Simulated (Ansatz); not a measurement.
A periodic structure is given below.

```cif
data_structure
_symmetry_space_group_name_H-M 'P 1'
_symmetry_Int_Tables_number 1
_cell_length_a 2.7978
_cell_length_b 2.7978
_cell_length_c 9.0567
_cell_angle_alpha 90.000
_cell_angle_beta 90.000
_cell_angle_gamma 120.000
_cell_volume 61.39
loop_
_atom_site_label
_atom_site_type_symbol
_atom_site_fract_x
_atom_site_fract_y
_atom_site_fract_z
_atom_site_occupancy
Al1 Al 0.00000 0.00000 0.14999 1
Al2 Al 0.00000 0.00000 0.85001 1
O1 O 0.33333 0.66667 0.22232 1
O2 O 0.66667 0.33333 0.00000 1
O3 O 0.33333 0.66667 0.77768 1
```

Say what kind of structure these coordinates give.

Answer. The formula is Al2O3. Space group P-6m2 (No. 187), lattice primitive hexagonal. Content of the cell: 2 Al, 3 O (Z = 1). Al bonds to six O in a distorted octahedral arrangement at 1.74 to 2.11 Å. O takes two kinds of site: 2h with three Al in a trigonal pyramidal arrangement at 1.74 Å; 1e with six Al in a trigonal prismatic arrangement at 2.11 Å. The bonds build Al2O3 layers parallel to (001).

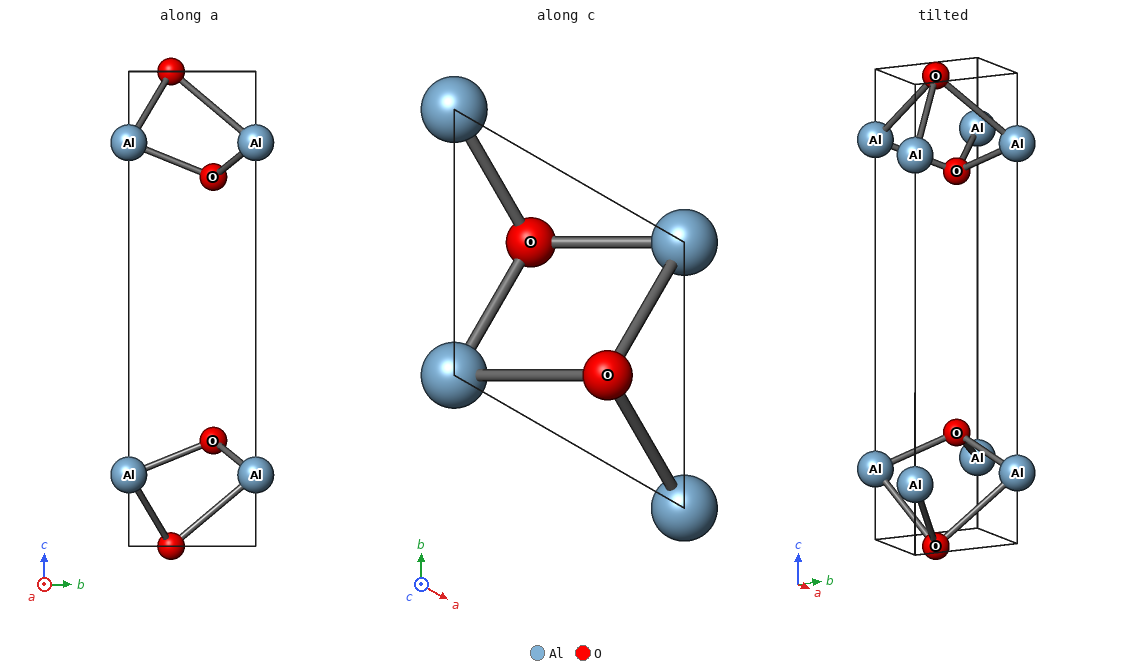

Ball-and-stick representation of a periodic structure, projected along the a axis, along the c axis and slightly off an axis. The edges of the conventional unit cell are marked. Colours: aluminium light blue, oxygen red.

Starting structure: a structure listed in the Materials Project. The cell was then strained or its atoms displaced on purpose. It went into a calculation with Ansatz.

At this level of theory the cell isn't at rest (compressed, at 12 GPa and forces up to 1.1 eV/Å), so its distances can differ from those at equilibrium, the more so the softer the solid.
